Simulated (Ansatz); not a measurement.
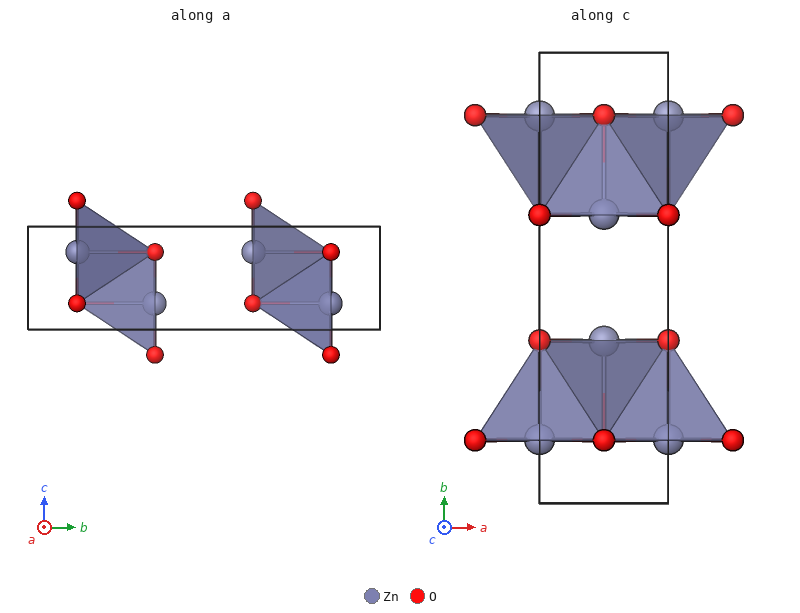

View along the a axis and along the c axis, drawn as a polyhedral model. Thin lines show the conventional unit cell, with boundary atoms drawn in all their periodic places. A few atoms beyond the faces are included.

ZnO, space group Cmcm (No. 63), a = 2.86 Å, b = 10.01 Å, c = 2.92 Å, α = 90.00°, β = 90.00°, γ = 90.00°.

Electronic-structure method: DFT, r2SCAN+rVV10, plane waves, PAW (Ansatz). Parameters: 500 eV cutoff, k-points about 0.21 Å⁻¹ apart, Fermi-Dirac smearing of 0.03 eV, no spin polarisation.

Question: Predict the gap.

Answer: A semiconductor at this level, with a gap of 0.60 eV, indirect; the smallest direct gap is 2.21 eV.

Question: Give the pressure and its sign.

Answer: The computed pressure is 0.0 GPa, close to zero.

The structure comes from a structure type filled with these elements by a generator (whether the compound takes this form wasn't checked). Earlier steps of the study may have refined or changed the cell and positions. Ansatz was used for an electronic-structure calculation on it.
